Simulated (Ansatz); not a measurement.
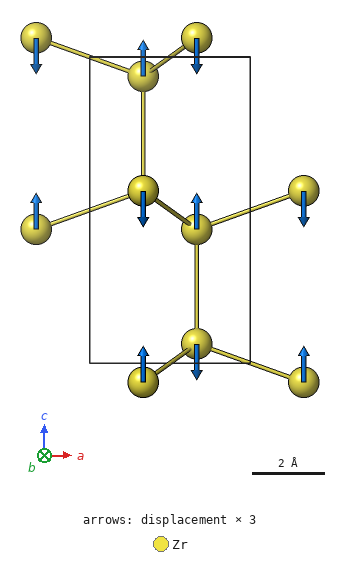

A relaxation of a crystal of Zr (a generated structure, set up in P6_3/mmc). The starting structure is drawn; blue arrows show the displacements (the part carried along by the change of the cell is left out), 3 times their true length.

A ball-and-stick model of the cell of the calculation, seen along the b axis.

Case: Ge → Zr on all its sites, cell and atoms relaxed.

Level of theory: Ansatz 0.2.0, DFT PBEsol, scalar-relativistic, plane waves, PAW. Set-up: plane-wave cutoff 420 eV; k-point mesh 12 × 12 × 6; occupations gaussian; smearing width 0.1 eV; no spin polarisation; cell and atoms relaxed; force threshold 0.01 eV/Å; at most 60 steps.

**What happened in the run?**

After 11 accepted moves (12 points after the start) the energy has fallen by 1516 meV per atom. Largest force component: 0.14 eV/Å at the start, 0.0002 eV/Å at the end. Pressure: −7.44 GPa at the start and 0.00 GPa at the end. At 1 point the geometry stayed and the basis and grid were re-selected for the new cell (energy shift of 0.3 meV per atom at most each time). The largest moves relative to the cell, 0.34 Å, are those of Zr atoms. Cell: a = b 5.170 → 5.044 Å (−2.4 %), c 8.532 → 5.445 Å (−36.2 %). Volume −39.2 %. Among the contacts that change: Zr–Zr 5.339 → 2.722 Å, Zr–Zr 3.192 → 2.722 Å, Zr–Zr 3.172 → 2.912 Å. New bonds form: Zr–Zr (5.34 → 2.72 Å). Bond angles that change, for instance: Zr–Zr–Zr 109.8° → 90.0°, Zr–Zr–Zr 109.2° → 120.0°. The space group (tolerance 0.01 Å) goes from P6_3/mmc (No. 194) to P6/mmm (No. 191).
